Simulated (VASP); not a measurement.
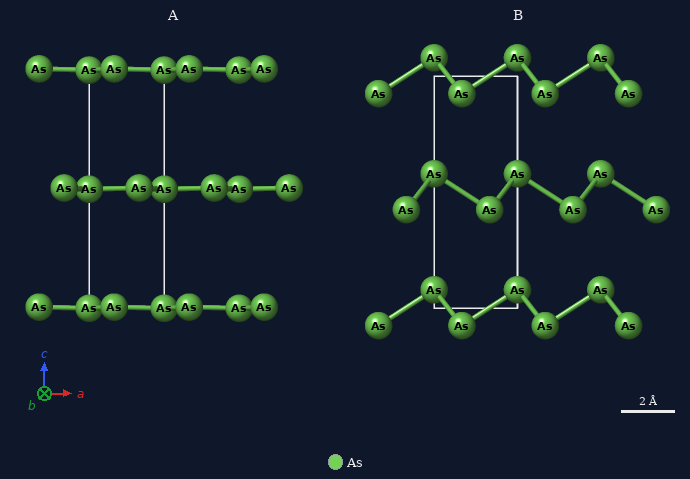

Two geometries of a crystal of As (a generated structure, set up in P6_3mc), drawn at one scale. One is the start of a relaxation, the other its converged end. A ball-and-stick model of the cell of the calculation, repeated 2 × 1 × 1 with one cell outlined, seen along the b axis.

Theory: VASP 6.6.1, Kohn-Sham DFT of a periodic cell, PBE, VASP PAW PBE potentials, recommended. Set-up: plane-wave cutoff 600 eV; k-point mesh 6 × 6 × 2; occupations gaussian; smearing width 0.1 eV; no spin polarisation.

Which geometry has the lower energy?

Structure B is the relaxed one. The run lets cell and atoms move. The energy falls by 19.826 eV per cell of the calculation in 57 geometry steps. The largest force component goes from 1 to 0.0079 eV/Å. The pressure goes from 103.06 to −0.11 GPa. The largest moves relative to the cell, 0.71 Å, are those of As atoms. The volume changes by +20.1 %, with a = b 3.307 → 3.672 Å (+11.0 %), c 9.092 → 8.855 Å (−2.6 %). Near-neighbour distances that change, for instance: As–As 1.910 → 2.523 Å, As–As 3.307 → 3.672 Å. Bond angles that change, for instance: As–As–As 119.9° → 93.4°. The space group stays P6_3mc (No. 186). The volume changes by over a tenth within one run on a fixed set of plane waves, so the end point should be relaxed again from the new cell. It ran on 1 thread of Intel(R) Xeon(R) Platinum 8488C (Sapphire Rapids) (shared host).
